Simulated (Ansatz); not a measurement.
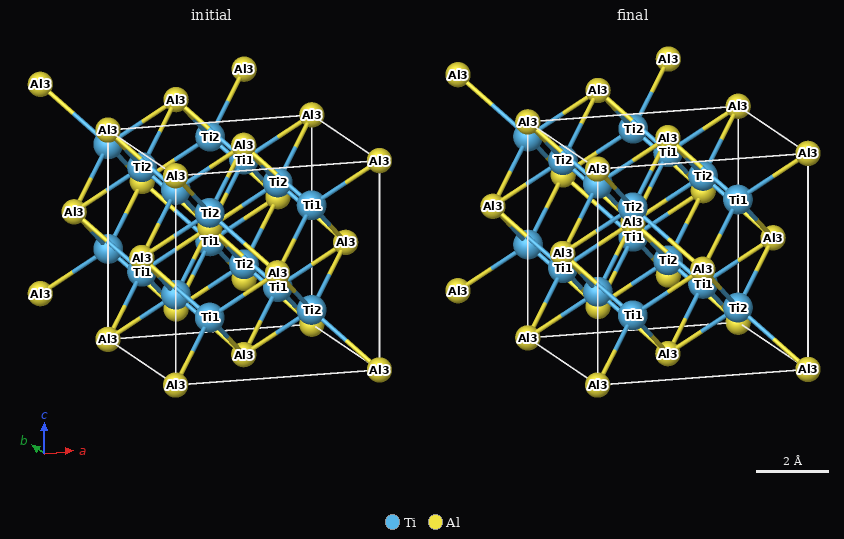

The structure of solid Ti2Al (a generated structure, set up in Fm-3m) (coarse preliminary run) before (left) and after (right) a relaxation, at one scale.

The picture is a ball-and-stick view of the conventional cell (4 times the calculation's cell), repeated 1 × 2 × 1 with one cell outlined, seen slightly off an axis. Lengths and directions refer to the drawn axes.

Computed with Ansatz 0.2.0, DFT PBE, scalar-relativistic, plane waves, PAW. Settings: plane-wave cutoff 420 eV; k-point mesh 6 × 6 × 6; occupations gaussian; smearing width 0.1 eV; no spin polarisation; cell and atoms relaxed; force threshold 0.04 eV/Å; at most 70 steps.

> Describe what moved and what it gained.

Over 2 accepted moves (3 points after the start) the energy falls by 49.0 meV per atom. All forces vanish by symmetry, so only the cell relaxes. Pressure: 9.57 GPa at the start and −0.07 GPa at the end. The SCF was repeated once at an unchanged geometry on a basis and grid sized afresh for the cell, which shifted the energy by 0.5 meV per atom at most. The atoms keep their places relative to the cell (all moves are under 0.005 Å). Cell: a = b = c 5.991 → 6.183 Å (+3.2 %). Volume +9.9 %. Near-neighbour distances that change, for instance: Ti1–Ti2 2.995 → 3.091 Å, Ti1–Al3 2.594 → 2.677 Å. The space group stays Fm-3m (No. 225). Cost: 12 s on 1 thread of Intel(R) Xeon(R) Processor @ 2.50GHz (Skylake/Cascade Lake), with other jobs on the host, peak memory 0.35 GiB.
